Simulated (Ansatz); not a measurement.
Si$_{16}$Ge (cell with a defect)

Input

```
crystal:
  lattice:
    - [0.0, 5.43, 5.43]
    - [5.43, 0.0, 5.43]
    - [5.43, 5.43, 0.0]
  atoms:
    - { symbol: Si, position: [0.0, 0.0, 0.0] }
    - { symbol: Si, position: [0.125, 0.125, 0.125] }
    - { symbol: Si, position: [0.0, 0.0, 0.5] }
    - { symbol: Si, position: [0.125, 0.125, 0.625] }
    - { symbol: Si, position: [0.0, 0.5, 0.0] }
    - { symbol: Si, position: [0.125, 0.625, 0.125] }
    - { symbol: Si, position: [0.0, 0.5, 0.5] }
    - { symbol: Si, position: [0.125, 0.625, 0.625] }
    - { symbol: Si, position: [0.5, 0.0, 0.0] }
    - { symbol: Si, position: [0.625, 0.125, 0.125] }
    - { symbol: Si, position: [0.5, 0.0, 0.5] }
    - { symbol: Si, position: [0.625, 0.125, 0.625] }
    - { symbol: Si, position: [0.5, 0.5, 0.0] }
    - { symbol: Si, position: [0.625, 0.625, 0.125] }
    - { symbol: Si, position: [0.5, 0.5, 0.5] }
    - { symbol: Si, position: [0.625, 0.625, 0.625] }
    - { symbol: Ge, position: [0.2483694, 0.7523977, 0.246067] }
basis:
  ecutwfc: 420.0
kpoints:
  mp_grid: { grid: [2, 2, 2] }
hamiltonian:
  xc: pbesol
  pseudopotentials: { kind: paw, azcp: { folder: soft_1 } }
scf:
  occupations: { method: gaussian, width: 0.05 }
  lower_state_search: "off"
relax:
  f_tol: 0.03
  max_steps: 60
  adjacent_minimum: "off"
output:
  write_density: true
  write_potential: true
  elf: true
  volumetric_format: npy
```

Command:

```sh
ansatz run input.yaml --threads 1 --pin off --max-ram 3072MiB --backend cpu --events-out ev --progress --plain --runs-dir out
```

The fields are those of the run's last geometry, not of the input's.

PAW files of the earlier set (soft_1).

Method: Ansatz, DFT PBEsol, scalar-relativistic, plane waves, PAW.

**Predict the valence pseudo-density and electron localisation function between the atoms.**

Si–Ge (2.76 Å): ρ at the midpoint is about 0.28 e/Å³; the ELF peaks at about 0.60 in the valence shell of Si, 0.9 Å from its nucleus, and is about 0.40 at the midpoint.

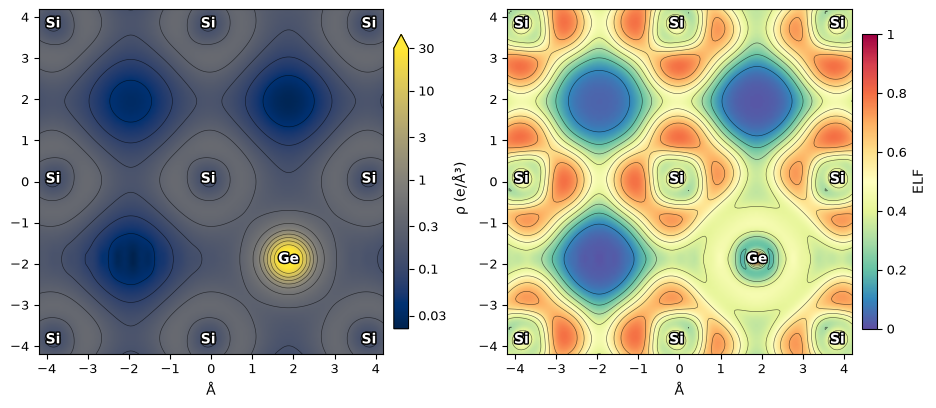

Computed valence pseudo-density and electron localisation function on the (101) plane of the calculation cell, in this order. 
